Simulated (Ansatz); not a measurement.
# Run report: Ge, geometry relaxation (part 2 of 2)

The same run, continued: Ge (P-1, 2 atoms in the cell); DFT PBEsol, scalar-relativistic, plane waves, PAW, no spin polarisation (Ansatz 0.2.0); cutoff 420 eV, 10×10×10 k-mesh, Gaussian smearing of 0.15 eV. The structure derives from an entry of the Crystallography Open Database. It belongs to a series of runs on one base structure; here: all atoms moved at random, sigma 0.25 A a component; relaxed back.

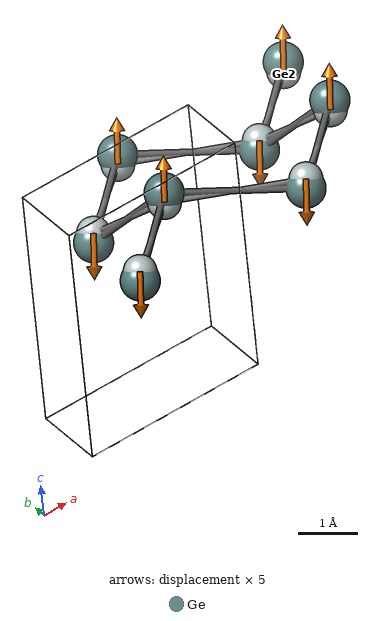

**Figure 1.** Start (faint) and end (solid) with the displacements as orange arrows, magnified 5 times (ball-and-stick view of the cell of the calculation, repeated 2 × 2 × 1, seen slightly off an axis). After 3 geometry steps the energy has fallen by 0.434 eV per cell of the calculation. Largest force component: 2.2 eV/Å at the start, 0.001 eV/Å at the end. Pressure: 2.30 GPa at the start and 0.01 GPa at the end. The largest moves relative to the cell, 0.16 Å, are those of Ge1 and Ge2. The drawn cell changes at constant volume: a 4.013 → 4.012 Å (0.0 %), b stays at 4.013 Å, c 4.013 → 4.016 Å (+0.1 %). Distances before and after: Ge1–Ge2 2.769 → 2.458 Å. Among the angles that change: Ge2–Ge1–Ge2 119.5° → 109.5°, Ge2–Ge1–Ge2 113.8° → 109.4°, Ge2–Ge1–Ge2 113.2° → 109.4°. The space group (tolerance 0.01 Å) goes from P-1 (No. 2) to Fd-3m (No. 227). A last SCF at the same geometry on a re-selected plane-wave basis shifts the energy by +0.0 meV per cell of the calculation. (Atoms are counted from 1 in the order of the input.)

```
basis re-selected at this cell: Δ(F+E_penalty+E_count) = +1.915e-6 eV, ΔP = -0.002 GPa vs the last step (what re-selecting the basis moved, of the pressure what is left beyond the Pulay correction that the steps carried, after the strain that the cell walked since its last selection, with what the two solves' SCF thresholds leave and, on support functions, any second-order correction that the steps lacked; it is no measure of the basis error at this ecutwfc). This SCF's stress stands 8.11e-2 GPa from its target on what of the cell is left free (relax.cell.stress_tol is 1.00e-1 GPa) and its largest allowed force component is 1.05e-3 eV/Å (relax.f_tol is 1.00e-2 eV/Å): within both
SCF converged after 6 iterations
Free energy (F): -8506.991007 eV
Harris-Foulkes:  -8506.991007 eV  (|F-HF|=4.73e-11)
Internal energy: -8506.990057 eV  (E = F + TS)
E sigma→0 (E₀):  -8506.990532 eV
Entropy (-TS):   -0.000950 eV (-0.475 meV/atom)
Fermi energy:    8.311783 eV
--- Per-component energies (eV) ---
  E_band       = -305.496617
  E_kinetic    = 222.993455
  E_local      = -4957.860430  (includes V_loc(G=0)·N_el)
  E_nonlocal   = 840.250127
  E_hartree    = 2172.537195
  E_xc         = -149.891361
  E_vxc        = -129.403655  (∫ρ·V_xc dr)
  E_paw        = -3958.206629  (= ΣΔE_a)
  E_vpaw       = -626.551466  (= ΣTr[D̂ρ^β])
  E_aug_tail   = 0.000715  (compensation charges beyond the density's cutoff)
  E_ewald      = -2678.649001
  E_core_change = 1.835872  (= ΣΔE_core)
  E_smearing   = -0.000950  (= −TS)
  E_closure    = -0.000000  (closes the sum)
  Σ components = -8506.991007   (vs F -8506.991007, Δ=0.00e0)
--- Forces (eV/Å), atoms counted from 1 ---
  atom   1  Ge     0.00073217     0.00104952    -0.00100343
  atom   2  Ge    -0.00073217    -0.00104952     0.00100343
  max |Σ_I F_I| component: 0.00e0 eV/Å
--- Stress (GPa, compression-positive) ---
        0.010102      -0.058202       0.000872
       -0.058202       0.002314       0.046079
        0.000872       0.046079       0.015045
  P = ⅓ Tr σ = 0.0092 GPa (0.092 kbar)
--- Band table (eV; the first three rows and the last of 504) ---
  k-point 0: bands = ["-16.4819", "-16.4814", "-16.4810", "-16.4459", "-16.4459", "-16.2400", "-16.2393", "-16.2388", "-16.2271", "-16.2270", "-4.4068", "8.2128", "8.3087", "8.3172", "8.3223", "10.8323", "10.8380", "10.8447"]
  k-point 1: bands = ["-16.4874", "-16.4871", "-16.4794", "-16.4383", "-16.4382", "-16.2482", "-16.2479", "-16.2418", "-16.2193", "-16.2191", "-4.2858", "6.4080", "8.0890", "8.0933", "9.2594", "11.1432", "11.1495", "11.3895"]
  k-point 2: bands = ["-16.4961", "-16.4958", "-16.4753", "-16.4244", "-16.4244", "-16.2600", "-16.2599", "-16.2466", "-16.2101", "-16.2099", "-3.9295", "4.4890", "7.6521", "7.6555", "9.0867", "11.7015", "11.7065", "12.9436"]
  k-point 503: bands = ["-16.5055", "-16.5052", "-16.4639", "-16.4051", "-16.4047", "-16.2740", "-16.2736", "-16.2598", "-16.2001", "-16.1996", "-2.3328", "0.7336", "6.9202", "6.9259", "8.4046", "12.0123", "12.0157", "15.2741"]
--- Relaxed structure (4 steps of the walk, 4 accepted, 1 SCFs on fresh bases) ---
  F+E_penalty+E_count = -8506.99100651 eV   max|allowed force component| = 1.050e-3 eV/Å   (the final SCF, on the basis selected at the relaxed cell)
  cell:  # Å, volume = 45.7097 Å³
    - [0.0014687355365847156, 2.8369202860904568, 2.8364036693466326]
    - [2.8377440324620924, 0.00032953894027376975, 2.837542865942943]
    - [2.8393936564487285, 2.8397091066734035, -0.0013200850463621467]
  atoms:
    - { symbol: Ge, position: [0.500140186510281, 0.5000315152895591, 0.4998340823362267] }
    - { symbol: Ge, position: [0.749859813489719, 0.7499684847104411, 0.7501659176637728] }
```

### Trajectory as extended XYZ (Å, eV, eV/Å), 5 frames, from step=1 to step=5
```
2
Lattice="0.0000 2.8379 2.8379 2.8379 0.0000 2.8379 2.8379 2.8379 0.0000" Properties=species:S:1:pos:R:3:forces:R:3 step=1 energy=-8506.55732 pressure_GPa=2.30
Ge    2.9092    2.9697    2.7728   -0.6795  -2.1930   0.4566
Ge    4.1855    4.1250    4.3219    0.6795   2.1930  -0.4566
2
Lattice="-0.0460 2.7868 2.8457 2.8030 -0.0070 2.8066 2.7704 2.7152 0.0256" Properties=species:S:1:pos:R:3:forces:R:3 step=2 energy=-8506.93568 pressure_GPa=3.93
Ge    2.7559    2.7424    2.8470    0.4333   0.1436  -0.4892
Ge    4.1534    4.1264    4.2504   -0.4333  -0.1436   0.4892
2
Lattice="0.0272 2.8189 2.8069 2.8322 0.0043 2.8298 2.8526 2.8622 -0.0161" Properties=species:S:1:pos:R:3:forces:R:3 step=3 energy=-8506.98646 pressure_GPa=0.51
Ge    2.8483    2.8442    2.8196    0.0454  -0.0038  -0.0520
Ge    4.2918    4.2626    4.2061   -0.0454   0.0038   0.0520
2
Lattice="0.0015 2.8369 2.8364 2.8377 0.0003 2.8375 2.8394 2.8397 -0.0013" Properties=species:S:1:pos:R:3:forces:R:3 step=4 energy=-8506.99101 pressure_GPa=0.01
Ge    2.8389    2.8384    2.8368    0.0007   0.0011  -0.0010
Ge    4.2593    4.2578    4.2540   -0.0007  -0.0011   0.0010
2
Lattice="0.0015 2.8369 2.8364 2.8377 0.0003 2.8375 2.8394 2.8397 -0.0013" Properties=species:S:1:pos:R:3:forces:R:3 step=5 energy=-8506.99101 pressure_GPa=0.01
Ge    2.8389    2.8384    2.8368    0.0007   0.0010  -0.0010
Ge    4.2593    4.2578    4.2540   -0.0007  -0.0010   0.0010
```

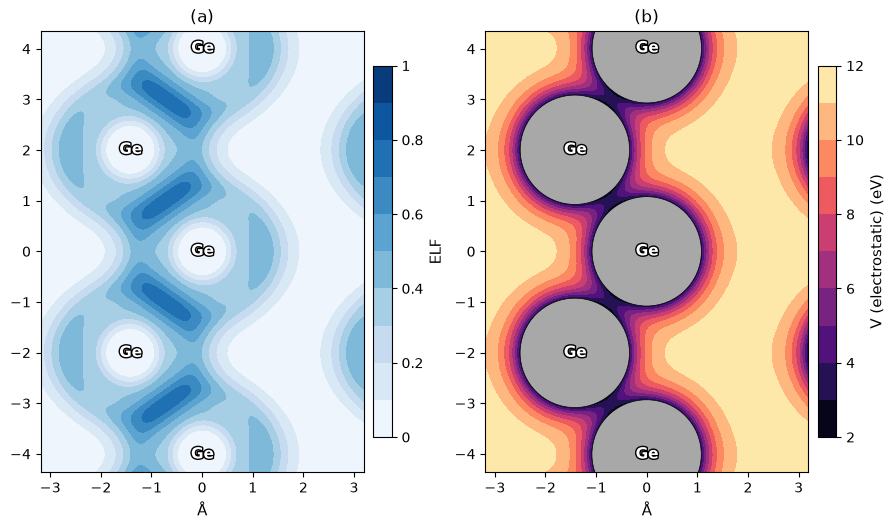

**Figure 2.** (a) electron localisation function; (b) electrostatic potential energy of an electron on the (110) plane of the conventional cell. Grey discs, where drawn, cover atomic cores. The section cuts through Ge sites. Outside the cores the potential energy rises away from the atoms and is highest about 2.4 Å from the nearest atoms; outside the discs it spans about 10 eV, and its zero is arbitrary. In a PAW calculation such maps are meaningful between the atoms, not at the nuclei.

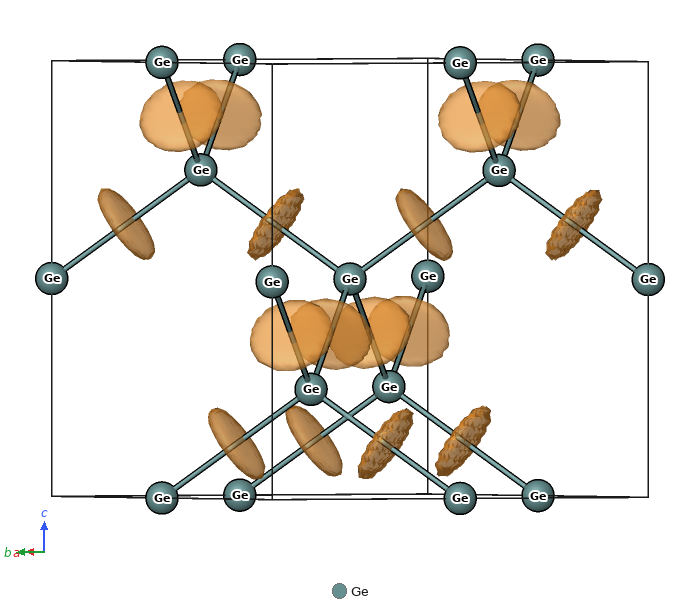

**Figure 3.** Isosurface of the ELF at 0.7 (orange), seen at an oblique angle. Only the valence region is drawn (cores and ρ < 0.01 e/Å³ removed). Sticks mark near contacts. The outline is the cell set on symmetry axes. Values along the shortest contacts: Ge–Ge (2.46 Å): the ELF peaks at about 0.75 between the atoms (localised, shared-pair bonding).

This output came from the following input.

### The input
```yaml
crystal:
  lattice:
    - [0.0, 2.8378807269, 2.8378807269]
    - [2.8378807269, 0.0, 2.8378807269]
    - [2.8378807269, 2.8378807269, 0.0]
  atoms:
    - { symbol: Ge, position: [0.4991884447, 0.4778844259, 0.5472558749] }
    - { symbol: Ge, position: [0.7508115553, 0.7721155741, 0.7027441251] }
basis:
  ecutwfc: 420
kpoints:
  mp_grid: { grid: [10, 10, 10] }
hamiltonian:
  xc: pbesol
scf:
  occupations: { method: gaussian, width: 0.15 }
output:
  forces: true
  stress: true
  eigenvalues: true
  write_density: true
  write_potential: true
  elf: true
  volumetric_format: npy
relax:
  adjacent_minimum: "off"
  f_tol: 0.01
  max_steps: 80
  cell: { stress_tol: 0.1 }
```

Command:
```bash
ansatz run input.yaml --threads 1 --pin off --max-ram 2560MiB --backend cpu --events-out ev --progress --plain --runs-dir out
```

### Key numbers

| quantity | value |
| --- | --- |
| outcome | converged |
| space group (tolerance 0.01 Å) | P-1 (2) → Fd-3m (227) |
| electrons treated | 28 |
| free energy | −8506.9910 eV |
| Fermi energy | 8.312 eV |
| gap on the k-point mesh | none (metallic) |
| pressure | 0.01 GPa |
| final volume | 45.71 Å³ |
| largest force (length of the vector) at the end | 0.002 eV/Å |
| final cell | a = 4.012 Å, b = 4.013 Å, c = 4.016 Å, α = 60.01°, β = 59.99°, γ = 59.98° |
| hardware | 1 thread of Oxide Virtual Turin-like (Zen 5), 32 GiB of memory available, shared host |
| wall time | 2.1 min |
| peak memory | 0.67 GiB |
